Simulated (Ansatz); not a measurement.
System CdS (space group Fm-3m, No. 225); source of the atomic positions: coordinates from a relaxation with DFT PBE, scalar-relativistic, plane waves, PAW in Ansatz.

```
CELL_PARAMETERS angstrom
5.49500 0.00000 0.00000
0.00000 5.49500 0.00000
0.00000 0.00000 5.49500
ATOMIC_POSITIONS crystal
Cd 0.00000 0.00000 0.00000
S 0.50000 0.00000 0.00000
Cd 0.00000 0.50000 0.50000
S 0.50000 0.50000 0.50000
Cd 0.50000 0.00000 0.50000
S 0.00000 0.00000 0.50000
Cd 0.50000 0.50000 0.00000
S 0.00000 0.50000 0.00000
```

Describe how the polyhedra about Cd are linked (bonds: Cd–S below 3.1 Å).

Cd: CdS6 octahedron, sharing corners with six neighbours and edges with twelve neighbours.

They form a three-dimensional framework of corner- and edge-sharing octahedra.

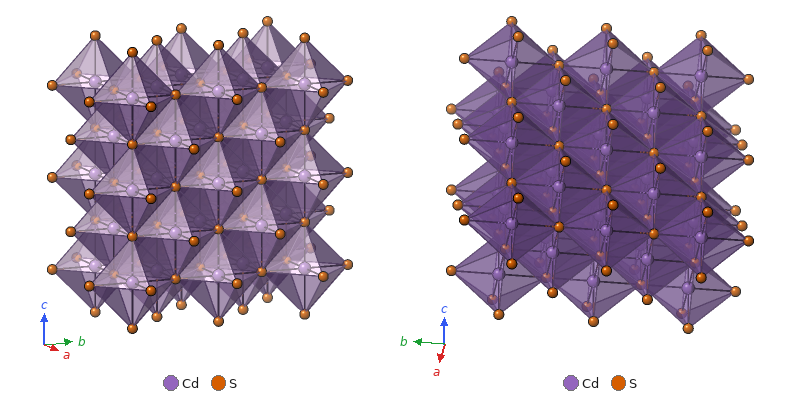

Polyhedra are drawn about Cd (bonds: Cd–S below 3.1 Å); other atoms are plain spheres. Two views of the same piece.
